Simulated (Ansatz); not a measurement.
System: Sn8HO7 (cell with a defect).

```
Sn H O
1.0
     3.83656    3.83656   -4.75945
    -3.83656    3.83656    4.75945
     3.83656   -3.83656    4.75945
Sn H O
8 1 7
Direct
  0.25292 0.12839 0.38131
  0.25364 0.62243 0.87607
  0.74636 0.62243 0.36879
  0.74708 0.12839 0.87547
  0.25364 0.63121 0.37757
  0.25292 0.12453 0.87161
  0.74636 0.12393 0.37757
  0.74708 0.61869 0.87161
  0.00000 0.00000 0.00000
  0.00000 0.50000 0.50000
  0.50000 0.49011 0.99011
  0.50000 0.00989 0.50989
  0.48528 0.24264 0.24264
  0.51472 0.75736 0.75736
  0.00000 0.75736 0.24264
  0.00000 0.24264 0.75736
```

Computed without spin polarisation.

Computed with Ansatz 0.2.0, DFT PBE+D3(BJ), scalar-relativistic, plane waves, PAW.

> What can the converged valence pseudo-density and electron localisation function tell about the bonding?

Sn–O (2.23 Å): ρ is about 0.47 e/Å³ halfway; the ELF peaks at about 0.85 in the valence shell of O, 0.6 Å from its nucleus, and is about 0.20 at the midpoint; no shared electron pair shows on this line.
Sn–H (2.29 Å): ρ is about 0.31 e/Å³ halfway; the ELF climbs to about 1 towards the hydrogen.
Sn–O (2.27 Å): ρ at the midpoint is about 0.43 e/Å³; the ELF peaks at about 0.85 in the valence shell of O, 0.6 Å from its nucleus, and is about 0.20 at the midpoint: no localised pair shows between them.

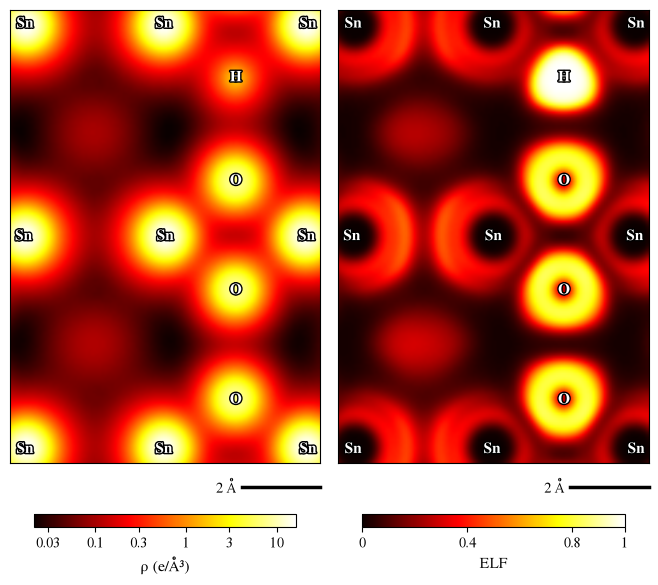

Computed valence pseudo-density and electron localisation function on the (011) plane of the calculation cell, in this order. 

In a PAW calculation such maps are meaningful between the atoms, not at the nuclei.
